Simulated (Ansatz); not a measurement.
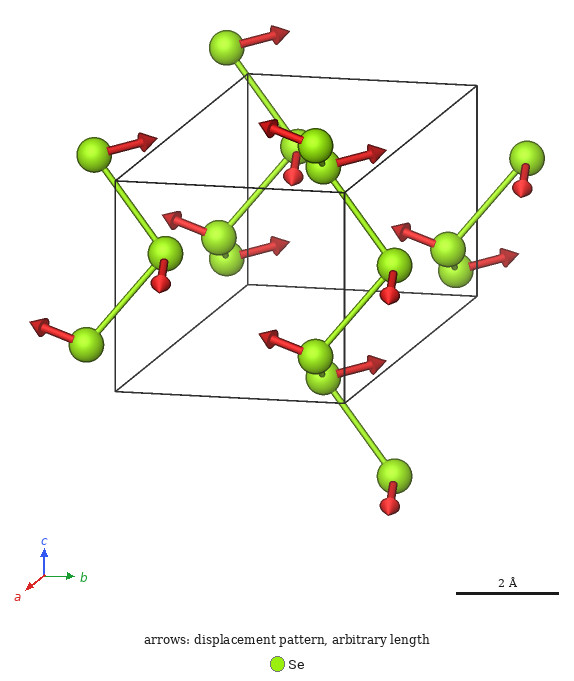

The lowest optical mode of crystalline Se, space group P3₁21 (No. 152), at the zone centre. Displacements are drawn as red arrows; their common scale and sign are arbitrary. Style: ball-and-stick. Shown: the cell of the calculation, from a free direction.

Theory: Ansatz 0.2.0, DFT PBE, scalar-relativistic, plane waves, PAW.

Input
```yaml
crystal:
  lattice:
    - [4.5257156281, 0.0, 0.0]
    - [-2.2628578141, 3.9193847043, 0.0]
    - [0.0, 0.0, 5.0436524507]
  atoms:
    - { symbol: Se, position: [0.2185979024, 0.0, 0.3333333333] }
    - { symbol: Se, position: [0.0, 0.2185979024, 0.6666666667] }
    - { symbol: Se, position: [0.7814020976, 0.7814020976, 0.0] }
basis:
  ecutwfc: 420
kpoints:
  mp_grid: { grid: [6, 6, 6] }
hamiltonian:
  xc: pbe
scf:
  occupations: { method: fixed }
output:
  eigenvalues: true
phonons:
  method: dfpt
  dielectric: true
  rigid_motions: translations
  eigenvectors: true
```

Run as
```bash
ansatz run input.yaml --threads 1 --pin off --max-ram 3072MiB --backend cpu --events-out ev --progress --plain --runs-dir out
```

Frequencies are those without the non-analytic (LO–TO) term.

Question: Is this crystal at a minimum with respect to the drawn distortion?

Answer: Yes: this softest mode has a real frequency, and so have all others here. That speaks for this wave vector alone: the rest of the zone wasn't checked in this run. This is the A₂ mode at 86 cm⁻¹, the lowest optical level, infrared-active by symmetry. Atoms of one kind move against one another, with no net shift of their sublattice; the Se–Se bond lengths don't change to first order, so for these it is a bending, tilting or sliding motion. Its infrared intensity is 0.4 (D/Å)²/amu.
